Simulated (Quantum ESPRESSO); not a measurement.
Run report: AlFe, band-structure run (part 1 of 2)

- system: AlFe (2 atoms in the cell)
- method: Kohn-Sham DFT of a periodic cell, PBEsol, GBRV 1.5 PBEsol, spin-polarised (Quantum ESPRESSO 7.5)

The structure derives from an entry of the Crystallography Open Database.

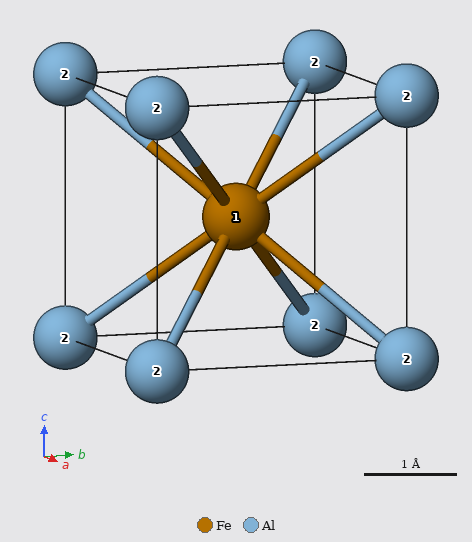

Fig. 1: The structure (ball-and-stick view of the cell of the calculation, seen slightly off an axis; atoms are numbered from 1 in the order of the input). An atom can appear more than once, as a periodic image.

**The input**
```
&CONTROL
  calculation = 'scf'
  prefix = 'pwscf'
  outdir = './tmp'
  pseudo_dir = './pseudo'
  tprnfor = .true.
  tstress = .true.
  disk_io = 'low'
/
&SYSTEM
  ibrav = 0
  nat = 2
  ntyp = 2
  ecutwfc = 56
  ecutrho = 448
  nbnd = 19
  occupations = 'smearing'
  smearing = 'fd'
  degauss = 0.00367493
  nspin = 2
  starting_magnetization(1) = 0.1875
  starting_magnetization(2) = 0
/
&ELECTRONS
  conv_thr = 4d-10
  electron_maxstep = 120
  mixing_beta = 0.3
/
ATOMIC_SPECIES
Fe    55.8450 fe_pbesol_v1.5.uspp.F.UPF
Al    26.9815 al_pbesol_v1.uspp.F.UPF
CELL_PARAMETERS angstrom
   2.9100000000    0.0000000000    0.0000000000
   0.0000000000    2.9100000000    0.0000000000
   0.0000000000    0.0000000000    2.9100000000
ATOMIC_POSITIONS crystal
Fe     0.5000000000    0.5000000000    0.5000000000
Al     0.0000000000    0.0000000000    0.0000000000
K_POINTS automatic
9 9 9 0 0 0
```

**File bands.in**
```
&CONTROL
  calculation = 'bands'
  prefix = 'pwscf'
  outdir = './tmp'
  pseudo_dir = './pseudo'
  disk_io = 'low'
  verbosity = 'high'
/
&SYSTEM
  ibrav = 0
  nat = 2
  ntyp = 2
  ecutwfc = 56
  ecutrho = 448
  nbnd = 19
  occupations = 'smearing'
  smearing = 'fd'
  degauss = 0.00367493
  nspin = 2
  starting_magnetization(1) = 0.1875
  starting_magnetization(2) = 0
/
&ELECTRONS
  conv_thr = 1d-08
  electron_maxstep = 120
  mixing_beta = 0.3
  diago_full_acc = .true.
  startingwfc = 'random'
/
ATOMIC_SPECIES
Fe    55.8450 fe_pbesol_v1.5.uspp.F.UPF
Al    26.9815 al_pbesol_v1.uspp.F.UPF
CELL_PARAMETERS angstrom
   2.9100000000    0.0000000000    0.0000000000
   0.0000000000    2.9100000000    0.0000000000
   0.0000000000    0.0000000000    2.9100000000
ATOMIC_POSITIONS crystal
Fe     0.5000000000    0.5000000000    0.5000000000
Al     0.0000000000    0.0000000000    0.0000000000
K_POINTS crystal
60
 0.0000000000  0.0000000000  0.0000000000 1
 0.0000000000  0.0714285714  0.0000000000 1
 0.0000000000  0.1428571429  0.0000000000 1
 0.0000000000  0.2142857143  0.0000000000 1
 0.0000000000  0.2857142857  0.0000000000 1
 0.0000000000  0.3571428571  0.0000000000 1
 0.0000000000  0.4285714286  0.0000000000 1
 0.0000000000  0.5000000000  0.0000000000 1
 0.0714285714  0.5000000000  0.0000000000 1
 0.1428571429  0.5000000000  0.0000000000 1
 0.2142857143  0.5000000000  0.0000000000 1
 0.2857142857  0.5000000000  0.0000000000 1
 0.3571428571  0.5000000000  0.0000000000 1
 0.4285714286  0.5000000000  0.0000000000 1
 0.5000000000  0.5000000000  0.0000000000 1
 0.4545454545  0.4545454545  0.0000000000 1
 0.4090909091  0.4090909091  0.0000000000 1
 0.3636363636  0.3636363636  0.0000000000 1
 0.3181818182  0.3181818182  0.0000000000 1
 0.2727272727  0.2727272727  0.0000000000 1
 0.2272727273  0.2272727273  0.0000000000 1
 0.1818181818  0.1818181818  0.0000000000 1
 0.1363636364  0.1363636364  0.0000000000 1
 0.0909090909  0.0909090909  0.0000000000 1
 0.0454545455  0.0454545455  0.0000000000 1
 0.0000000000  0.0000000000  0.0000000000 1
 0.0357142857  0.0357142857  0.0357142857 1
 0.0714285714  0.0714285714  0.0714285714 1
 0.1071428571  0.1071428571  0.1071428571 1
 0.1428571429  0.1428571429  0.1428571429 1
 0.1785714286  0.1785714286  0.1785714286 1
 0.2142857143  0.2142857143  0.2142857143 1
 0.2500000000  0.2500000000  0.2500000000 1
 0.2857142857  0.2857142857  0.2857142857 1
 0.3214285714  0.3214285714  0.3214285714 1
 0.3571428571  0.3571428571  0.3571428571 1
 0.3928571429  0.3928571429  0.3928571429 1
 0.4285714286  0.4285714286  0.4285714286 1
 0.4642857143  0.4642857143  0.4642857143 1
 0.5000000000  0.5000000000  0.5000000000 1
 0.4545454545  0.5000000000  0.4545454545 1
 0.4090909091  0.5000000000  0.4090909091 1
 0.3636363636  0.5000000000  0.3636363636 1
 0.3181818182  0.5000000000  0.3181818182 1
 0.2727272727  0.5000000000  0.2727272727 1
 0.2272727273  0.5000000000  0.2272727273 1
 0.1818181818  0.5000000000  0.1818181818 1
 0.1363636364  0.5000000000  0.1363636364 1
 0.0909090909  0.5000000000  0.0909090909 1
 0.0454545455  0.5000000000  0.0454545455 1
 0.0000000000  0.5000000000  0.0000000000 1
 0.5000000000  0.5000000000  0.0000000000 1
 0.5000000000  0.5000000000  0.0625000000 1
 0.5000000000  0.5000000000  0.1250000000 1
 0.5000000000  0.5000000000  0.1875000000 1
 0.5000000000  0.5000000000  0.2500000000 1
 0.5000000000  0.5000000000  0.3125000000 1
 0.5000000000  0.5000000000  0.3750000000 1
 0.5000000000  0.5000000000  0.4375000000 1
 0.5000000000  0.5000000000  0.5000000000 1
```

Machine: 2 threads of Intel Xeon (Sapphire Rapids), 32 GiB of memory available, shared host.

Command:
```bash
OMP_NUM_THREADS=1 mpirun -n 2 pw.x -nk 2 -in pw.in > pw.out
OMP_NUM_THREADS=1 mpirun -n 2 pw.x -nk 2 -in bands.in > bands.out
```

**Output**
```
This program is part of the open-source Quantum ESPRESSO suite
     for quantum simulation of materials; please cite
         "P. Giannozzi et al., J. Phys.:Condens. Matter 21 395502 (2009);
         "P. Giannozzi et al., J. Phys.:Condens. Matter 29 465901 (2017);
         "P. Giannozzi et al., J. Chem. Phys. 152 154105 (2020);
          URL
     in publications or presentations arising from this work. More details at

     Message from routine setup:
     using ibrav=0 with symmetry is DISCOURAGED, use correct ibrav instead

     K-points division:     npool     =       2
     Subspace diagonalization in iterative solution of the eigenvalue problem:
     a serial algorithm will be used

     G-vector sticks info
     --------------------
     sticks:   dense  smooth     PW     G-vecs:    dense   smooth      PW
     Sum        1085     545    177                26745     9435    1647

     Using Slab Decomposition

     bravais-lattice index     =            0
     lattice parameter (alat)  =       5.4991  a.u.
     unit-cell volume          =     166.2936 (a.u.)^3
     number of atoms/cell      =            2
     number of atomic types    =            2
     number of electrons       =        19.00
     number of Kohn-Sham states=           19
     kinetic-energy cutoff     =      56.0000  Ry
     charge density cutoff     =     448.0000  Ry
     scf convergence threshold =      4.0E-10
     mixing beta               =       0.3000
     number of iterations used =            8  plain     mixing
     Exchange-correlation= SLA  PW   PSX  PSC
                           (   1   4  10   8   0   0   0)

     celldm(1)=   5.499103  celldm(2)=   0.000000  celldm(3)=   0.000000
     celldm(4)=   0.000000  celldm(5)=   0.000000  celldm(6)=   0.000000

     crystal axes: (cart. coord. in units of alat)
               a(1) = (   1.000000   0.000000   0.000000 )
               a(2) = (   0.000000   1.000000   0.000000 )
               a(3) = (   0.000000   0.000000   1.000000 )

     reciprocal axes: (cart. coord. in units 2 pi/alat)
               b(1) = (  1.000000  0.000000  0.000000 )
               b(2) = (  0.000000  1.000000  0.000000 )
               b(3) = (  0.000000  0.000000  1.000000 )

     PseudoPot. # 1 for Fe read from file:
     fe_pbesol_v1.5.uspp.F.UPF
     Pseudo is Ultrasoft + core correction, Zval = 16.0
     Generated by new atomic code, or converted to UPF format
     Using radial grid of  861 points,  6 beta functions with:
                l(1) =   0
                l(2) =   0
                l(3) =   1
                l(4) =   1
                l(5) =   2
                l(6) =   2
     Q(r) pseudized with  8 coefficients,  rinner =    1.000   1.000   1.000
                                                       1.000   1.000

     PseudoPot. # 2 for Al read from file:
     al_pbesol_v1.uspp.F.UPF
     Pseudo is Ultrasoft + core correction, Zval =  3.0
     Generated by new atomic code, or converted to UPF format
     Using radial grid of  893 points,  3 beta functions with:
                l(1) =   0
                l(2) =   1
                l(3) =   2
     Q(r) pseudized with  8 coefficients,  rinner =    0.900   0.900   0.900
                                                       0.900   0.900

     atomic species   valence    mass     pseudopotential
     Fe               16.00    55.84500     Fe( 1.00)
     Al                3.00    26.98150     Al( 1.00)

     Starting magnetic structure
     atomic species   magnetization
     Fe              0.188
     Al              0.000

     48 Sym. Ops., with inversion, found

   Cartesian axes

     site n.     atom                  positions (alat units)
         1        Fe     tau(   1) = (   0.5000000   0.5000000   0.5000000  )
         2        Al     tau(   2) = (   0.0000000   0.0000000   0.0000000  )

     number of k points=    35  Fermi-Dirac smearing, width (Ry)=  0.0037
                       cart. coord. in units 2pi/alat
        k(    1) = (   0.0000000   0.0000000   0.0000000), wk =   0.0013717
        k(    2) = (   0.0000000   0.0000000   0.1111111), wk =   0.0082305
        k(    3) = (   0.0000000   0.0000000   0.2222222), wk =   0.0082305
        k(    4) = (   0.0000000   0.0000000   0.3333333), wk =   0.0082305
        k(    5) = (   0.0000000   0.0000000   0.4444444), wk =   0.0082305
        k(    6) = (   0.0000000   0.1111111   0.1111111), wk =   0.0164609
        k(    7) = (   0.0000000   0.1111111   0.2222222), wk =   0.0329218
        k(    8) = (   0.0000000   0.1111111   0.3333333), wk =   0.0329218
        k(    9) = (   0.0000000   0.1111111   0.4444444), wk =   0.0329218
        k(   10) = (   0.0000000   0.2222222   0.2222222), wk =   0.0164609
        k(   11) = (   0.0000000   0.2222222   0.3333333), wk =   0.0329218
        k(   12) = (   0.0000000   0.2222222   0.4444444), wk =   0.0329218
        k(   13) = (   0.0000000   0.3333333   0.3333333), wk =   0.0164609
        k(   14) = (   0.0000000   0.3333333   0.4444444), wk =   0.0329218
        k(   15) = (   0.0000000   0.4444444   0.4444444), wk =   0.0164609
        k(   16) = (   0.1111111   0.1111111   0.1111111), wk =   0.0109739
        k(   17) = (   0.1111111   0.1111111   0.2222222), wk =   0.0329218
        k(   18) = (   0.1111111   0.1111111   0.3333333), wk =   0.0329218
        k(   19) = (   0.1111111   0.1111111   0.4444444), wk =   0.0329218
        k(   20) = (   0.1111111   0.2222222   0.2222222), wk =   0.0329218
        k(   21) = (   0.1111111   0.2222222   0.3333333), wk =   0.0658436
        k(   22) = (   0.1111111   0.2222222   0.4444444), wk =   0.0658436
        k(   23) = (   0.1111111   0.3333333   0.3333333), wk =   0.0329218
        k(   24) = (   0.1111111   0.3333333   0.4444444), wk =   0.0658436
        k(   25) = (   0.1111111   0.4444444   0.4444444), wk =   0.0329218
        k(   26) = (   0.2222222   0.2222222   0.2222222), wk =   0.0109739
        k(   27) = (   0.2222222   0.2222222   0.3333333), wk =   0.0329218
        k(   28) = (   0.2222222   0.2222222   0.4444444), wk =   0.0329218
        k(   29) = (   0.2222222   0.3333333   0.3333333), wk =   0.0329218
        k(   30) = (   0.2222222   0.3333333   0.4444444), wk =   0.0658436
        k(   31) = (   0.2222222   0.4444444   0.4444444), wk =   0.0329218
        k(   32) = (   0.3333333   0.3333333   0.3333333), wk =   0.0109739
        k(   33) = (   0.3333333   0.3333333   0.4444444), wk =   0.0329218
        k(   34) = (   0.3333333   0.4444444   0.4444444), wk =   0.0329218
        k(   35) = (   0.4444444   0.4444444   0.4444444), wk =   0.0109739

     Dense  grid:    26745 G-vectors     FFT dimensions: (  40,  40,  40)

     Smooth grid:     9435 G-vectors     FFT dimensions: (  27,  27,  27)

     Check: negative core charge=   -0.000017
     Generating pointlists ...
     new r_m :   0.3572 (alat units)  1.9645 (a.u.) for type    1
     new r_m :   0.3572 (alat units)  1.9645 (a.u.) for type    2

     Initial potential from superposition of free atoms

     starting charge      17.9976, renormalised to      19.0000
     Starting wfcs are   17 randomized atomic wfcs +    2 random wfcs

     Self-consistent Calculation

     iteration #  1     ecut=    56.00 Ry     beta= 0.30
     Davidson diagonalization with overlap
     ethr =  1.00E-02,  avg # of iterations =  5.7

     total energy              =    -255.67871919 Ry
     estimated scf accuracy    <       3.79017609 Ry

     total magnetization       =     1.01 Bohr mag/cell
     absolute magnetization    =     1.43 Bohr mag/cell

     iteration #  2     ecut=    56.00 Ry     beta= 0.30
     Davidson diagonalization with overlap
     ethr =  1.00E-02,  avg # of iterations =  2.0

     total energy              =    -256.35841559 Ry
     estimated scf accuracy    <       4.68204764 Ry

     total magnetization       =     0.56 Bohr mag/cell
     absolute magnetization    =     0.92 Bohr mag/cell

     iteration #  3     ecut=    56.00 Ry     beta= 0.30
     Davidson diagonalization with overlap
     ethr =  1.00E-02,  avg # of iterations =  1.1

     total energy              =    -256.89278555 Ry
     estimated scf accuracy    <       0.03164495 Ry

     total magnetization       =     1.57 Bohr mag/cell
     absolute magnetization    =     1.85 Bohr mag/cell

     iteration #  4     ecut=    56.00 Ry     beta= 0.30
     Davidson diagonalization with overlap
     ethr =  1.67E-04,  avg # of iterations =  2.6

     total energy              =    -256.89780602 Ry
     estimated scf accuracy    <       0.00750384 Ry

     total magnetization       =     1.45 Bohr mag/cell
     absolute magnetization    =     1.75 Bohr mag/cell

     iteration #  5     ecut=    56.00 Ry     beta= 0.30
     Davidson diagonalization with overlap
     ethr =  3.95E-05,  avg # of iterations =  2.5

     total energy              =    -256.90072926 Ry
     estimated scf accuracy    <       0.00471911 Ry

     total magnetization       =     1.19 Bohr mag/cell
     absolute magnetization    =     1.53 Bohr mag/cell

     iteration #  6     ecut=    56.00 Ry     beta= 0.30
     Davidson diagonalization with overlap
     ethr =  2.48E-05,  avg # of iterations =  1.1

     total energy              =    -256.90303493 Ry
     estimated scf accuracy    <       0.00474733 Ry

     total magnetization       =     1.07 Bohr mag/cell
     absolute magnetization    =     1.41 Bohr mag/cell

     iteration #  7     ecut=    56.00 Ry     beta= 0.30
     Davidson diagonalization with overlap
     ethr =  2.48E-05,  avg # of iterations =  1.2

     total energy              =    -256.90456301 Ry
     estimated scf accuracy    <       0.00280882 Ry

     total magnetization       =     0.97 Bohr mag/cell
     absolute magnetization    =     1.27 Bohr mag/cell

     iteration #  8     ecut=    56.00 Ry     beta= 0.30
     Davidson diagonalization with overlap
     ethr =  1.48E-05,  avg # of iterations =  1.0

     total energy              =    -256.90545549 Ry
     estimated scf accuracy    <       0.00145414 Ry

     total magnetization       =     0.91 Bohr mag/cell
     absolute magnetization    =     1.17 Bohr mag/cell

     iteration #  9     ecut=    56.00 Ry     beta= 0.30
     Davidson diagonalization with overlap
     ethr =  7.65E-06,  avg # of iterations =  1.1

     total energy              =    -256.90628497 Ry
     estimated scf accuracy    <       0.00051752 Ry

     total magnetization       =     0.80 Bohr mag/cell
     absolute magnetization    =     1.00 Bohr mag/cell

     iteration # 10     ecut=    56.00 Ry     beta= 0.30
     Davidson diagonalization with overlap
     ethr =  2.72E-06,  avg # of iterations =  1.6

     total energy              =    -256.90652738 Ry
     estimated scf accuracy    <       0.00013615 Ry

     total magnetization       =     0.75 Bohr mag/cell
     absolute magnetization    =     0.92 Bohr mag/cell

     iteration # 11     ecut=    56.00 Ry     beta= 0.30
     Davidson diagonalization with overlap
     ethr =  7.17E-07,  avg # of iterations =  1.5

     total energy              =    -256.90659677 Ry
     estimated scf accuracy    <       0.00007105 Ry

     total magnetization       =     0.71 Bohr mag/cell
     absolute magnetization    =     0.87 Bohr mag/cell

     iteration # 12     ecut=    56.00 Ry     beta= 0.30
     Davidson diagonalization with overlap
     ethr =  3.74E-07,  avg # of iterations =  1.4

     total energy              =    -256.90665638 Ry
     estimated scf accuracy    <       0.00001011 Ry

     total magnetization       =     0.68 Bohr mag/cell
     absolute magnetization    =     0.82 Bohr mag/cell

     iteration # 13     ecut=    56.00 Ry     beta= 0.30
     Davidson diagonalization with overlap
     ethr =  5.32E-08,  avg # of iterations =  1.7

     total energy              =    -256.90666416 Ry
     estimated scf accuracy    <       0.00000011 Ry

     total magnetization       =     0.67 Bohr mag/cell
     absolute magnetization    =     0.80 Bohr mag/cell

     iteration # 14     ecut=    56.00 Ry     beta= 0.30
     Davidson diagonalization with overlap
     ethr =  5.62E-10,  avg # of iterations =  2.2

     total energy              =    -256.90666426 Ry
     estimated scf accuracy    <       0.00000002 Ry

     total magnetization       =     0.67 Bohr mag/cell
     absolute magnetization    =     0.80 Bohr mag/cell

     iteration # 15     ecut=    56.00 Ry     beta= 0.30
     Davidson diagonalization with overlap
     ethr =  8.58E-11,  avg # of iterations =  2.0

     total energy              =    -256.90666433 Ry
     estimated scf accuracy    <          4.5E-09 Ry

     total magnetization       =     0.67 Bohr mag/cell
     absolute magnetization    =     0.80 Bohr mag/cell

     iteration # 16     ecut=    56.00 Ry     beta= 0.30
     Davidson diagonalization with overlap
     ethr =  2.37E-11,  avg # of iterations =  1.5

     total energy              =    -256.90666435 Ry
     estimated scf accuracy    <          4.6E-10 Ry

     total magnetization       =     0.67 Bohr mag/cell
     absolute magnetization    =     0.80 Bohr mag/cell

     iteration # 17     ecut=    56.00 Ry     beta= 0.30
     Davidson diagonalization with overlap
     ethr =  2.43E-12,  avg # of iterations =  2.0

     Magnetic moment per site  (integrated on atomic sphere of radius R)
     atom   1 (R=0.357)  charge= 14.6151  magn=  0.7249
     atom   2 (R=0.357)  charge=  1.3125  magn= -0.0321

     End of self-consistent calculation

 ------ SPIN UP ------------

          k = 0.0000 0.0000 0.0000 (  1189 PWs)   bands (ev):

   -73.2486 -39.4442 -39.4442 -39.4442   2.9132  10.7361  10.7361  12.8017
    12.8017  12.8017  19.2328  19.2328  19.2328  22.3231  22.3231  27.7299
    34.3774  34.3774  34.3774

          k = 0.0000 0.0000 0.1111 (  1189 PWs)   bands (ev):

   -73.2481 -39.4505 -39.4437 -39.4437   3.1389  10.7078  10.7984  12.6730
    12.6730  12.8147  17.6524  19.5557  19.5557  22.2745  23.6977  28.4880
    32.3661  32.3661  34.1689

          k = 0.0000 0.0000 0.2222 (  1189 PWs)   bands (ev):

   -73.2469 -39.4663 -39.4423 -39.4423   3.8060  10.4485  10.9617  12.3782
    12.3782  12.8479  15.5695  20.4384  20.4384  22.1375  25.1830  29.7703
    29.7703  30.8424  31.9771

          k = 0.0000 0.0000 0.3333 (  1193 PWs)   bands (ev):

   -73.2456 -39.4842 -39.4408 -39.4408   4.8826   9.5196  11.1583  12.0837
    12.0837  12.8860  14.3421  21.7268  21.7268  21.9535  26.2663  27.3875
    27.3875  30.4668  31.3979

          k = 0.0000 0.0000 0.4444 (  1177 PWs)   bands (ev):

   -73.2447 -39.4959 -39.4398 -39.4398   6.3046   7.9652  11.2938  11.9091
    11.9091  12.9110  13.9777  21.8146  23.2932  23.2932  25.2938  25.2938
    27.2653  29.7120  29.7142

          k = 0.0000 0.1111 0.1111 (  1185 PWs)   bands (ev):

   -73.2477 -39.4501 -39.4498 -39.4432   3.3626  10.7479  10.8065  12.5272
    12.6563  12.7223  17.6604  18.2052  19.8709  22.9373  24.5897  29.0859
    30.4063  32.4282  32.4941
```
